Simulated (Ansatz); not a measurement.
## Geometry relaxation of Ga8N7 (part 1 of 2)

The run: geometry relaxation of Ga8N7 (defect cell, 15 atoms in the cell). Method and program: DFT PBE, scalar-relativistic, plane waves, PAW, spin-polarised (Ansatz 0.2.0).

The structure derives from a Materials Project entry. It belongs to a series of runs on one base structure; here: N vacancy (site b), charge +0, atoms relaxed at the host's cell.

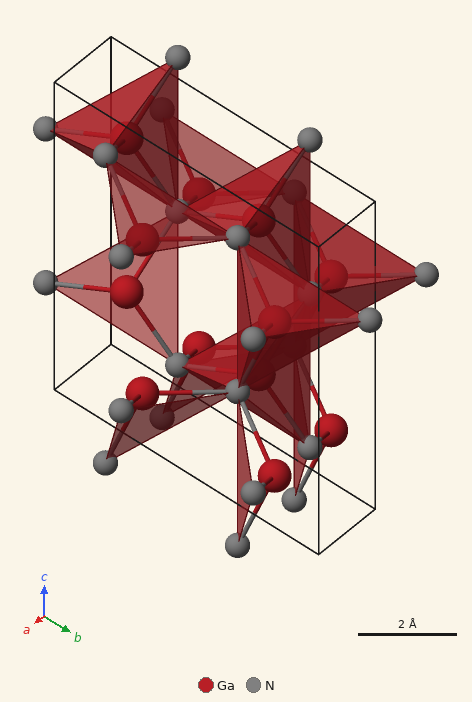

Figure 1. The starting structure (polyhedral view of the cell of the calculation, seen slightly off an axis; polyhedra are completed across the faces of the cell). An atom can appear more than once, as a periodic image.

## The input
```yaml
crystal:
  lattice:
    - [0.0, 0.0, 5.2431684095]
    - [3.2183708159, 5.5743817708, 0.0]
    - [-6.4367416318, -1.0e-10, 0.0]
  atoms:
    - { symbol: Ga, position: [0.4991348631, 0.1666666667, 0.3333333333], spin: 0.25 }
    - { symbol: Ga, position: [0.4991348631, 0.1666666667, 0.8333333333] }
    - { symbol: Ga, position: [0.4991348631, 0.6666666667, 0.3333333333] }
    - { symbol: Ga, position: [0.4991348631, 0.6666666667, 0.8333333333] }
    - { symbol: Ga, position: [0.9991348631, 0.3333333333, 0.6666666667], spin: 0.25 }
    - { symbol: Ga, position: [0.9991348631, 0.3333333333, 0.1666666667], spin: 0.25 }
    - { symbol: Ga, position: [0.9991348631, 0.8333333333, 0.6666666667] }
    - { symbol: Ga, position: [0.9991348631, 0.8333333333, 0.1666666667], spin: 0.25 }
    - { symbol: "N", position: [0.8758651369, 0.1666666667, 0.8333333333] }
    - { symbol: "N", position: [0.8758651369, 0.6666666667, 0.3333333333] }
    - { symbol: "N", position: [0.8758651369, 0.6666666667, 0.8333333333] }
    - { symbol: "N", position: [0.3758651369, 0.3333333333, 0.6666666667] }
    - { symbol: "N", position: [0.3758651369, 0.3333333333, 0.1666666667] }
    - { symbol: "N", position: [0.3758651369, 0.8333333333, 0.6666666667] }
    - { symbol: "N", position: [0.3758651369, 0.8333333333, 0.1666666667] }
  host:
    lattice:
      - [3.2183708159, 0.0, 0.0]
      - [-1.609185408, 2.7871908854, 0.0]
      - [0.0, 0.0, 5.2431684095]
    atoms:
      - { symbol: Ga, position: [0.6666666667, 0.3333333333, 0.4991348631] }
      - { symbol: Ga, position: [0.3333333333, 0.6666666667, 0.9991348631] }
      - { symbol: "N", position: [0.6666666667, 0.3333333333, 0.8758651369] }
      - { symbol: "N", position: [0.3333333333, 0.6666666667, 0.3758651369] }
basis:
  ecutwfc: 420
  xc_grid: 2
kpoints:
  mp_grid: { grid: [4, 4, 4], shift: [0.0, 0.0, 0.0] }
hamiltonian:
  xc: pbe
scf:
  occupations: { method: gaussian, width: 0.01 }
output:
  forces: true
  stress: false
  eigenvalues: true
  populations: true
  charged_corrections:
    defect_position: [0.87586514, 0.16666667, 0.33333333]
    epsilon: [[10.4928, 0.0, 0.0], [0.0, 10.4928, 0.0], [0.0, 0.0, 11.6882]]
  write_density: true
  write_potential: true
  elf: true
  volumetric_format: npy
magnetization:
  spin_polarized: true
relax:
  adjacent_minimum: "off"
  f_tol: 0.025
  max_steps: 45
```

Machine: 4 threads of Intel Xeon (Granite Rapids), 32 GiB of memory available, shared host.

Launched with:
```bash
ansatz run input.yaml --threads 4 --pin off --max-ram 10240MiB --backend cpu --events-out ev --progress --plain --runs-dir out
```

## Log
```
Engine: ansatz 0.2.0, x86_64-unknown-linux-gnu
Pseudopotentials: kind: paw
Pseudopotential: Ga, paw, valence charge 13, recommended cutoff 420 eV (normal), Ga.paw.azcp
Pseudopotential: N, paw, valence charge 5, recommended cutoff 420 eV (normal), N.paw.azcp
Functional definition: PBE
  parameter kappa = 0.804
  parameter beta = 0.06672455060314922
  exchange = pbe_x(kappa = kappa, mu = beta*pi^2/3)
  correlation = pbe_c(beta = beta)
Crystal: 15 atoms, lattice volume = 188.129 Å³
Basis set: ecut = 420 eV, 3713 PW (Γ), exchange–correlation on 72×90×90 points (8 copies of the dense FFT grid, shifted against one another)
Bands: 85, of which v1, the nominal top of the filled ones, is band 70 counted from 1 (69 counted from 0)
Symmetry: 6 space group operations
Space group: P3m1 (ITA 156), of the structure as read, at distance tolerance 5.7e-5 Å
Magnetic group: BNS 156.49 (UNI 1279), of the structure as read, at distance tolerance 5.7e-5 Å
k-points: 13 of 64 (time reversal used)
Non-local potential: Ga, projectors of the file, l = 0: 2, l = 1: 2, l = 2: 3, l = 3: 1
Non-local potential: N, projectors of the file, l = 0: 2, l = 1: 2, l = 2: 1
PAW form: soft (Blöchl's): semilocal exchange-correlation on the pseudo side does not see the compensation charge
PAW one-centre angular grid: Ga, 590 points (default); XC on 64 Gauss nodes
PAW one-centre angular grid: N, 110 points (default); XC on 64 Gauss nodes
Initial density: superposition of atomic densities (chi_scale 0.1, normalization cell, long waves kept (reshape's long-wave potential 0.14 eV rms))
Starting moments: Σ|m| = 1 μB on 4 of 15 sites
Initial wavefunctions: pseudopotential atomic-orbital guess
Functional: x = pbe(κ = 0.804, μ = 0.2195149727645171), c = pbe(β = 0.06672455060314922)
SCF iter   1: F=—  HF=-32959.797570 eV  |F-HF|=—  |Δ(HF+E_count)|=         —  Δρ=5.28e-2 (↑4.28e-2 ↓5.28e-2)  dr2=1.46e1  dr2_m=5.17e-1  M=0.031 μB ∫|m|=0.071 μB  β_m=0.30  ethr=3.10e-3  ⟨swp⟩=6.0  Hψ=7204  notcnv=0  defer=11
preconditioner: auto → Resta (q_TF=auto, 2.594 Å⁻¹)  ε∞=4.8  [insulator: Δε(μ)=0.087 eV  Ē_g=16.353 eV  σ=0.010 eV  W_gap=0.84  n_scr=58 (ndim 8)  ℏωp=31.9 eV  f_vac=0.000  D(μ)=6.78/eV (n_scr^D=58)  ε∞_Penn≈4.8]
spin=Collinear: Resta preconditioning applied to the charge; magnetization (m = ρ↑ − ρ↓) channel mixes plain (no charge-response kernel on spin).
SCF iter   2: F=—  HF=-32956.974224 eV  |F-HF|=—  |Δ(HF+E_count)|=    2.82e0  Δρ=3.20e-2 (↑2.42e-2 ↓3.20e-2)  dr2=4.13e0  dr2_m=2.56e-1  M=0.020 μB ∫|m|=0.053 μB  β_m=0.30  ethr=3.10e-3  ⟨swp⟩=2.0  Hψ=3180  notcnv=0  defer=240
SCF iter   3: F=—  HF=-32956.118061 eV  |F-HF|=—  |Δ(HF+E_count)|=   8.56e-1  Δρ=1.69e-2 (↑1.34e-2 ↓1.69e-2)  dr2=7.01e-1  dr2_m=1.27e-1  M=0.002 μB ∫|m|=0.038 μB  β_m=0.30  ethr=2.97e-3  ⟨swp⟩=2.0  Hψ=2718  notcnv=0  defer=240
SCF iter   4: F=—  HF=-32956.012148 eV  |F-HF|=—  |Δ(HF+E_count)|=   1.06e-1  Δρ=7.00e-3 (↑7.00e-3 ↓5.92e-3)  dr2=3.34e-2  dr2_m=6.34e-2  M=0.031 μB ∫|m|=0.042 μB  β_m=0.30  ethr=5.05e-4  ⟨swp⟩=2.2  Hψ=2754  notcnv=0  defer=226
SCF iter   5: F=—  HF=-32956.022062 eV  |F-HF|=—  |Δ(HF+E_count)|=   9.91e-3  Δρ=5.29e-3 (↑5.29e-3 ↓4.04e-3)  dr2=1.57e-2  dr2_m=3.15e-2  M=0.031 μB ∫|m|=0.037 μB  β_m=0.30  ethr=2.40e-5  ⟨swp⟩=2.0  Hψ=2166  notcnv=0  defer=226
SCF iter   6: F=—  HF=-32956.032579 eV  |F-HF|=—  |Δ(HF+E_count)|=   1.05e-2  Δρ=3.17e-3 (↑3.17e-3 ↓2.94e-3)  dr2=1.16e-3  dr2_m=1.57e-2  M=0.031 μB ∫|m|=0.034 μB  β_m=0.30  ethr=1.13e-5  ⟨swp⟩=3.7  Hψ=3998  notcnv=0  defer=226
Mixer restart at iter 6: flushing history
spin-set hold released at iteration 6 (site moments contracting): the magnetisation degrees of freedom join the quasi-Newton model from the next iteration; the mixer history was flushed
SCF iter   7: F=—  HF=-32956.033291 eV  |F-HF|=—  |Δ(HF+E_count)|=   7.12e-4  Δρ=2.26e-3 (↑2.26e-3 ↓2.05e-3)  dr2=6.02e-4  dr2_m=7.80e-3  M=0.031 μB ∫|m|=0.033 μB  β_m=0.65  ethr=8.36e-7  ⟨swp⟩=2.5  Hψ=3773  notcnv=0  defer=226
SCF iter   8: F=—  HF=-32956.034357 eV  |F-HF|=—  |Δ(HF+E_count)|=   1.07e-3  Δρ=1.60e-4 (↑1.31e-4 ↓1.60e-4)  dr2=1.34e-4  dr2_m=3.15e-6  M=0.029 μB ∫|m|=0.031 μB  β_m=0.57  ethr=4.33e-7  ⟨swp⟩=2.0  Hψ=3928  notcnv=0  defer=226
SCF iter   9: F=—  HF=-32956.034310 eV  |F-HF|=—  |Δ(HF+E_count)|=   4.69e-5  Δρ=5.74e-5 (↑5.74e-5 ↓5.09e-5)  dr2=2.27e-5  dr2_m=1.00e-6  M=0.029 μB ∫|m|=0.031 μB  β_m=0.78  ethr=9.65e-8  ⟨swp⟩=2.0  Hψ=3778  notcnv=0  defer=226
SCF iter  10: F=—  HF=-32956.034335 eV  |F-HF|=—  |Δ(HF+E_count)|=   2.52e-5  Δρ=3.07e-5 (↑2.51e-5 ↓3.07e-5)  dr2=6.75e-6  dr2_m=1.21e-7  M=0.029 μB ∫|m|=0.031 μB  β_m=0.89  ethr=1.12e-8  ⟨swp⟩=16.2  Hψ=20483  notcnv=0
SCF iter  11: F=-32956.034341 eV  HF=-32956.034341 eV  |F-HF|=6.19e-7  |Δ(HF+E_count)|=   5.98e-6  Δρ=1.16e-5 (↑1.16e-5 ↓1.14e-5)  dr2=1.10e-6  dr2_m=4.42e-10  M=0.029 μB ∫|m|=0.031 μB  ethr=4.85e-9  ⟨swp⟩=11.0  Hψ=17894  notcnv=0
SCF 1 converged in 11 iterations: F = -32956.034341 eV  dr2 = 1.10e-6
  Residual-converged pass: ⟨swp⟩=1.0  Hψ=2314  notcnv=0  max |occ|·‖R‖ = 7.0e-9 eV (tolerance 1.0e-8 eV)  dr2=1.10e-6  dr2_m=4.42e-10  dr2_onsite=1.38e-7  max |Δocc| = 1.2e-11
  greatest PAW one-centre occupation: 0.995 electrons in one spin orbital (limit 2), on the Ga atom at site 6 (counted from 0), in its partial waves of l = 2
relax step   1: F+E_penalty+E_count = -32956.03434064 eV  Δ(F+E_penalty+E_count) = +0.000e0 eV  max|allowed force component| = 5.944e-1 eV/Å  Δτ_max = 0.0000 Å  (11 SCF iters, dr2 threshold 1.56e-5 eV, accepted)
Initial density: handed on by an earlier stage of this run
Starting moments: Σ|m| = 1 μB on 4 of 15 sites; this step starts from the density that it was given
Initial wavefunctions: those handed on with the density
iter 1 solved again at ethr=2.73e-5 eV; its pass at ethr=3.10e-3 eV (dr2=3.79e-2 eV) is discarded
SCF iter   1: F=—  HF=-32956.107656 eV  |F-HF|=—  |Δ(HF+E_count)|=         —  Δρ=6.09e-3 (↑1.88e-3 ↓6.09e-3)  dr2=3.87e-2  dr2_m=1.54e-2  M=0.000 μB ∫|m|=0.014 μB  β_m=0.30  ethr=2.73e-5  ⟨swp⟩=2.0  Hψ=6377  notcnv=0  defer=229
preconditioner: auto → Resta (q_TF=auto, 2.594 Å⁻¹)  ε∞=4.9  [insulator: Δε(μ)=0.094 eV  Ē_g=16.067 eV  σ=0.010 eV  W_gap=1.00  n_scr=58 (ndim 8)  ℏωp=31.9 eV  f_vac=0.005  D(μ)=0.00/eV (n_scr^D=0)  ε∞_Penn≈4.9]
spin=Collinear: Resta preconditioning applied to the charge; magnetization (m = ρ↑ − ρ↓) channel mixes plain (no charge-response kernel on spin).
SCF iter   2: F=—  HF=-32956.107030 eV  |F-HF|=—  |Δ(HF+E_count)|=   6.26e-4  Δρ=4.21e-3 (↑1.19e-3 ↓4.21e-3)  dr2=1.48e-2  dr2_m=7.65e-3  M=0.000 μB ∫|m|=0.010 μB  β_m=0.57  ethr=2.73e-5  ⟨swp⟩=2.1  Hψ=2158  notcnv=0  defer=229
SCF iter   3: F=—  HF=-32956.109564 eV  |F-HF|=—  |Δ(HF+E_count)|=   2.53e-3  Δρ=5.68e-4 (↑3.22e-4 ↓5.68e-4)  dr2=6.53e-4  dr2_m=1.64e-4  M=0.000 μB ∫|m|=0.003 μB  β_m=0.59  ethr=1.07e-5  ⟨swp⟩=2.6  Hψ=3820  notcnv=0  defer=229
SCF iter   4: F=—  HF=-32956.109787 eV  |F-HF|=—  |Δ(HF+E_count)|=   2.23e-4  Δρ=1.26e-4 (↑1.26e-4 ↓9.73e-5)  dr2=1.39e-4  dr2_m=3.89e-6  M=0.000 μB ∫|m|=0.001 μB  β_m=0.77  ethr=4.70e-7  ⟨swp⟩=2.0  Hψ=3825  notcnv=0  defer=229
SCF iter   5: F=—  HF=-32956.109809 eV  |F-HF|=—  |Δ(HF+E_count)|=   2.17e-5  Δρ=5.81e-5 (↑5.81e-5 ↓5.68e-5)  dr2=2.45e-5  dr2_m=6.04e-8  M=0.000 μB ∫|m|=0.000 μB  β_m=0.68  ethr=9.97e-8  ⟨swp⟩=2.0  Hψ=3763  notcnv=0  defer=229
SCF iter   6: F=-32956.109800 eV  HF=-32956.109799 eV  |F-HF|=5.26e-7  |Δ(HF+E_count)|=   9.75e-6  Δρ=1.49e-5 (↑1.49e-5 ↓1.45e-5)  dr2=2.08e-6  dr2_m=1.43e-8  M=0.000 μB ∫|m|=0.000 μB  ethr=1.59e-8  ⟨swp⟩=15.5  Hψ=20978  notcnv=0
the starting moments were not kept: the SCF closed with an absolute magnetisation of 6.5e-5 μB, where they sum to 1 μB in size (4 sites). That is at most 0.1 of that sum. Measured as dr2_m measures the in/out step, that magnetisation stands 2.1e-10 eV from none, at or under the dr2_threshold of 2.2e-5 eV: it is no larger than a step whose dr2_m would equal this threshold.
SCF 2 converged in 6 iterations: F = -32956.109800 eV  dr2 = 2.08e-6
  greatest PAW one-centre occupation: 0.995 electrons in one spin orbital (limit 2), on the Ga atom at site 1 (counted from 0), in its partial waves of l = 2
relax step   2: F+E_penalty+E_count = -32956.10979976 eV  Δ(F+E_penalty+E_count) = -7.546e-2 eV  max|allowed force component| = 2.032e-1 eV/Å  Δτ_max = 0.0582 Å  (6 SCF iters, dr2 threshold 2.21e-5 eV, accepted)
SCF iter   1: F=—  HF=-32956.117394 eV  |F-HF|=—  |Δ(HF+E_count)|=         —  Δρ=1.16e-3 (↑6.28e-4 ↓1.16e-3)  dr2=2.56e-3  dr2_m=4.00e-4  M=0.000 μB ∫|m|=0.001 μB  β_m=0.30  ethr=2.09e-5  ⟨swp⟩=3.0  Hψ=4898  notcnv=0  defer=236
preconditioner: auto → Resta (q_TF=auto, 2.594 Å⁻¹)  ε∞=4.9  [insulator: Δε(μ)=0.120 eV  Ē_g=16.060 eV  σ=0.010 eV  W_gap=1.00  n_scr=58 (ndim 8)  ℏωp=31.9 eV  f_vac=0.005  D(μ)=0.00/eV (n_scr^D=0)  ε∞_Penn≈4.9]
spin=Collinear: Resta preconditioning applied to the charge; magnetization (m = ρ↑ − ρ↓) channel mixes plain (no charge-response kernel on spin).
SCF iter   2: F=—  HF=-32956.117140 eV  |F-HF|=—  |Δ(HF+E_count)|=   2.54e-4  Δρ=7.98e-4 (↑4.22e-4 ↓7.98e-4)  dr2=1.07e-3  dr2_m=1.98e-4  M=0.000 μB ∫|m|=0.001 μB  β_m=0.57  ethr=1.84e-6  ⟨swp⟩=1.8  Hψ=2568  notcnv=0  defer=236
SCF iter   3: F=—  HF=-32956.117086 eV  |F-HF|=—  |Δ(HF+E_count)|=   5.40e-5  Δρ=1.30e-4 (↑1.03e-4 ↓1.30e-4)  dr2=5.79e-5  dr2_m=4.30e-6  M=0.000 μB ∫|m|=0.000 μB  β_m=0.58  ethr=7.66e-7  ⟨swp⟩=2.0  Hψ=3779  notcnv=0  defer=236
SCF iter   4: F=—  HF=-32956.117092 eV  |F-HF|=—  |Δ(HF+E_count)|=   5.77e-6  Δρ=3.33e-5 (↑3.33e-5 ↓2.99e-5)  dr2=1.00e-5  dr2_m=4.50e-8  M=0.000 μB ∫|m|=0.000 μB  β_m=0.79  ethr=4.16e-8  ⟨swp⟩=2.0  Hψ=3697  notcnv=0  defer=236
SCF iter   5: F=-32956.117092 eV  HF=-32956.117093 eV  |F-HF|=8.23e-7  |Δ(HF+E_count)|=   8.11e-7  Δρ=1.02e-5 (↑1.02e-5 ↓1.01e-5)  dr2=8.36e-7  dr2_m=4.18e-10  M=0.000 μB ∫|m|=0.000 μB  ethr=1.86e-9  ⟨swp⟩=14.9  Hψ=19024  notcnv=0
the starting moments were not kept: the SCF closed with an absolute magnetisation of 3.0e-5 μB, where they sum to 1 μB in size (4 sites). That is at most 0.1 of that sum. Measured as dr2_m measures the in/out step, that magnetisation stands 6.0e-11 eV from none, at or under the dr2_threshold of 2.6e-6 eV: it is no larger than a step whose dr2_m would equal this threshold.
SCF 3 converged in 5 iterations: F = -32956.117092 eV  dr2 = 8.36e-7
  Residual-converged pass: ⟨swp⟩=1.1  Hψ=2317  notcnv=0  max |occ|·‖R‖ = 7.1e-9 eV (tolerance 1.0e-8 eV)  dr2=8.36e-7  dr2_m=4.18e-10  dr2_onsite=5.34e-7  max |Δocc| = 1.5e-26
  greatest PAW one-centre occupation: 0.995 electrons in one spin orbital (limit 2), on the Ga atom at site 3 (counted from 0), in its partial waves of l = 2
relax step   3: F+E_penalty+E_count = -32956.11709195 eV  Δ(F+E_penalty+E_count) = -7.292e-3 eV  max|allowed force component| = 6.739e-2 eV/Å  Δτ_max = 0.0173 Å  (5 SCF iters, dr2 threshold 2.58e-6 eV, accepted)
SCF iter   1: F=—  HF=-32956.117854 eV  |F-HF|=—  |Δ(HF+E_count)|=         —  Δρ=3.06e-4 (↑1.73e-4 ↓3.06e-4)  dr2=1.74e-4  dr2_m=2.90e-5  M=0.000 μB ∫|m|=0.001 μB  β_m=0.30  ethr=1.61e-6  ⟨swp⟩=2.9  Hψ=4828  notcnv=0  defer=236
preconditioner: auto → Resta (q_TF=auto, 2.594 Å⁻¹)  ε∞=4.9  [insulator: Δε(μ)=0.128 eV  Ē_g=16.060 eV  σ=0.010 eV  W_gap=1.00  n_scr=58 (ndim 8)  ℏωp=31.9 eV  f_vac=0.005  D(μ)=0.00/eV (n_scr^D=0)  ε∞_Penn≈4.9]
spin=Collinear: Resta preconditioning applied to the charge; magnetization (m = ρ↑ − ρ↓) channel mixes plain (no charge-response kernel on spin).
SCF iter   2: F=—  HF=-32956.117842 eV  |F-HF|=—  |Δ(HF+E_count)|=   1.29e-5  Δρ=2.12e-4 (↑1.21e-4 ↓2.12e-4)  dr2=8.03e-5  dr2_m=1.44e-5  M=0.000 μB ∫|m|=0.000 μB  β_m=0.61  ethr=1.25e-7  ⟨swp⟩=1.0  Hψ=2548  notcnv=0  defer=236
SCF iter   3: F=—  HF=-32956.117805 eV  |F-HF|=—  |Δ(HF+E_count)|=   3.64e-5  Δρ=2.65e-5 (↑2.57e-5 ↓2.65e-5)  dr2=3.71e-6  dr2_m=1.12e-7  M=0.000 μB ∫|m|=0.000 μB  β_m=0.60  ethr=5.78e-8  ⟨swp⟩=2.0  Hψ=3598  notcnv=0  defer=236
SCF iter   4: F=—  HF=-32956.117805 eV  |F-HF|=—  |Δ(HF+E_count)|=   1.54e-7  Δρ=9.71e-6 (↑9.71e-6 ↓9.11e-6)  dr2=6.70e-7  dr2_m=1.38e-9  M=0.000 μB ∫|m|=0.000 μB  β_m=0.79  ethr=2.67e-9  ⟨swp⟩=2.0  Hψ=3744  notcnv=0  defer=236
SCF iter   5: F=-32956.117805 eV  HF=-32956.117805 eV  |F-HF|=6.53e-8  |Δ(HF+E_count)|=   9.16e-8  Δρ=3.13e-6 (↑3.13e-6 ↓3.08e-6)  dr2=8.16e-8  dr2_m=4.50e-11  M=0.000 μB ∫|m|=0.000 μB  ethr=7.19e-11  ⟨swp⟩=11.0  Hψ=15416  notcnv=0
the starting moments were not kept: the SCF closed with an absolute magnetisation of 1.3e-5 μB, where they sum to 1 μB in size (4 sites). That is at most 0.1 of that sum. Measured as dr2_m measures the in/out step, that magnetisation stands 8.8e-12 eV from none, at or under the dr2_threshold of 1.0e-7 eV: it is no larger than a step whose dr2_m would equal this threshold.
SCF 4 converged in 5 iterations: F = -32956.117805 eV  dr2 = 8.16e-8
relax step   4: F+E_penalty+E_count = -32956.11780531 eV  Δ(F+E_penalty+E_count) = -7.134e-4 eV  max|allowed force component| = 8.320e-3 eV/Å  Δτ_max = 0.0034 Å  (5 SCF iters, accepted)
```

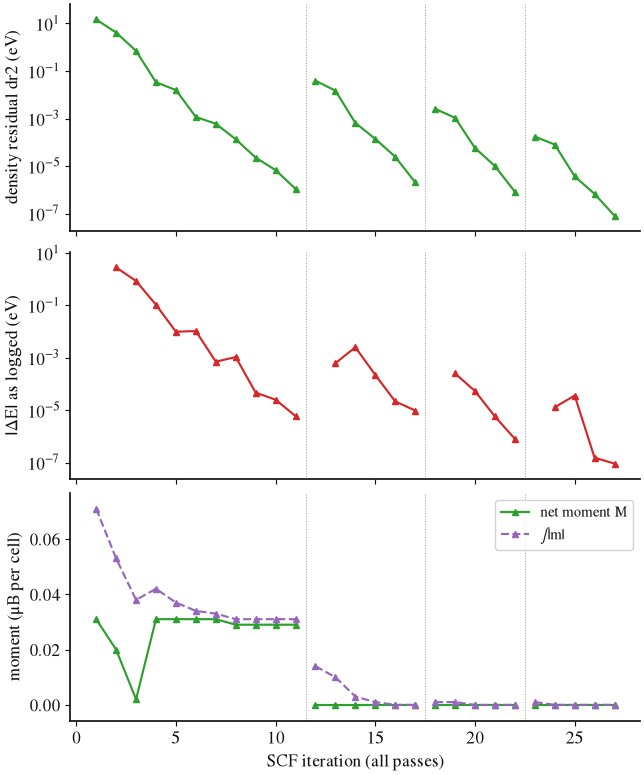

Figure 2. Convergence of the self-consistent field: density residual dr2, size of the energy change and magnetic moment against the SCF iteration. The dotted lines part the SCF passes of the relaxation: geometry steps, rejected trials and re-solves on a re-selected basis. The passes take 11, 6, 5 and 5 iterations. The net moment stays at 0.0 μB per cell, and ∫|m| falls to zero.

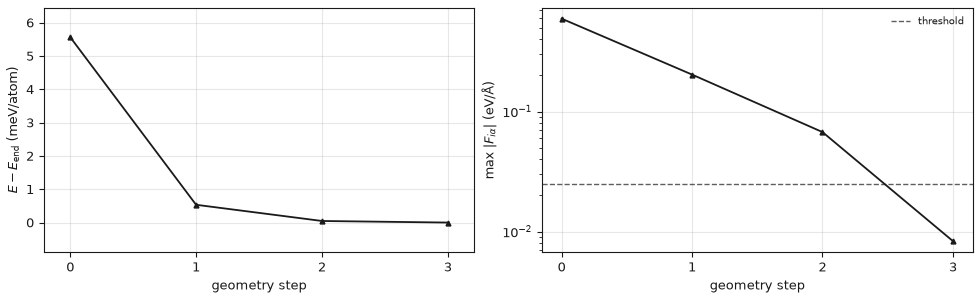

Figure 3. Progress of the relaxation, step by step (the first geometry is step 0 here and step 1 in the log).

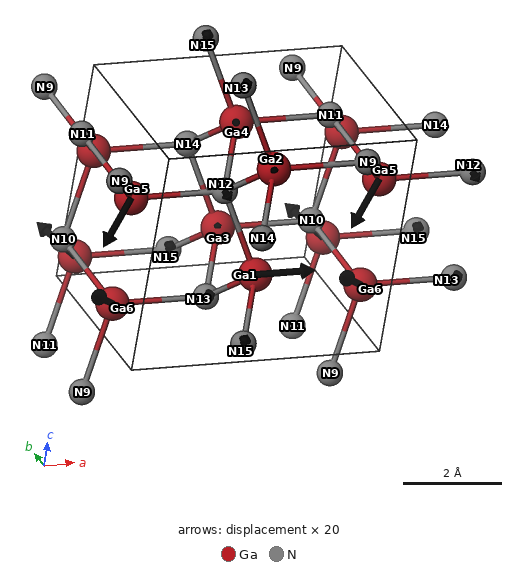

Figure 4. The starting structure with the displacements as black arrows, magnified 20 times (ball-and-stick view of the cell of the calculation, with bonded neighbours outside it, seen slightly off an axis). After 3 geometry steps the energy has fallen by 5.6 meV per atom. The largest force component goes from 0.59 to 0.0083 eV/Å. The largest move is that of Ga1, 0.064 Å. Largest moves by element: Ga 0.064 Å, N 0.014 Å. The cell doesn't change. Among the contacts that change: Ga5–N12 1.975 → 2.013 Å, Ga1–N12 1.967 → 1.976 Å, Ga2–N12 1.967 → 1.974 Å, Ga2–N14 1.967 → 1.962 Å. Among the angles that change: Ga6–N10–Ga8 109.8° → 113.0°. (Atoms are counted from 1 in the order of the input.)
